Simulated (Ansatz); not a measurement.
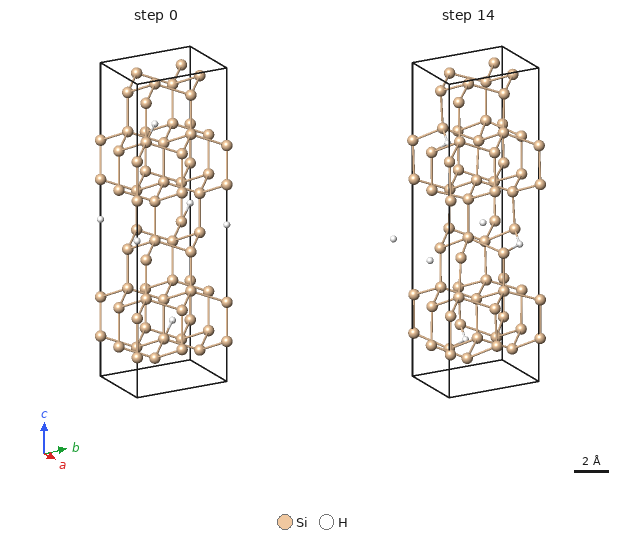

The structure of a defect cell of composition Si16H (cell charge +1) before (left) and after (right) a relaxation, at one scale.

Style: ball-and-stick. Shown: the conventional cell (3 times the calculation's cell) (origin shifted), slightly off an axis. Lengths and directions refer to the drawn axes.

It is an interstitial H in diamond Si. The run prepares an end point of a later path (interstitial hop) calculation, from a guessed geometry.

Method: Ansatz 0.2.0, DFT PBE, scalar-relativistic, plane waves, PAW. Settings: plane-wave cutoff 420 eV; k-point mesh 2 × 2 × 2; occupations gaussian; smearing width 0.05 eV; no spin polarisation; atoms relaxed in a fixed cell; force threshold 0.03 eV/Å; at most 60 steps.

Describe what moved and what it gained.

Answer. Over 12 accepted moves (14 points after the start) the energy falls by 1.118 eV per cell of the calculation. The largest force component goes from 0.28 to 0.021 eV/Å. The line search rejected the trial step at point 10 of the run. 1 step only repeated the SCF at the same geometry. The largest move is that of the H atom, 1.70 Å along [−2 −2 −1]. By element the largest moves are H 1.70 Å, Si 0.34 Å. The cell doesn't change. Near-neighbour distances that change, for instance: H–Si 2.680 → 1.609 Å, H–Si 2.328 → 1.605 Å, Si–Si 2.351 → 2.938 Å, H–Si 2.335 → 2.802 Å. New bonds form: H–Si (2.33 → 1.61 Å), H–Si (2.68 → 1.61 Å). Bond angles that change, for instance: Si–Si–Si 109.5° → 95.2°, Si–Si–Si 109.5° → 96.6°, Si–Si–Si 109.5° → 98.4°.

Limits of the set-up: the periodic images lie only 7.7 Å apart, so the values are limited by the cell's size; the cell is charged, on a uniform background, and energies carry no finite-size correction.
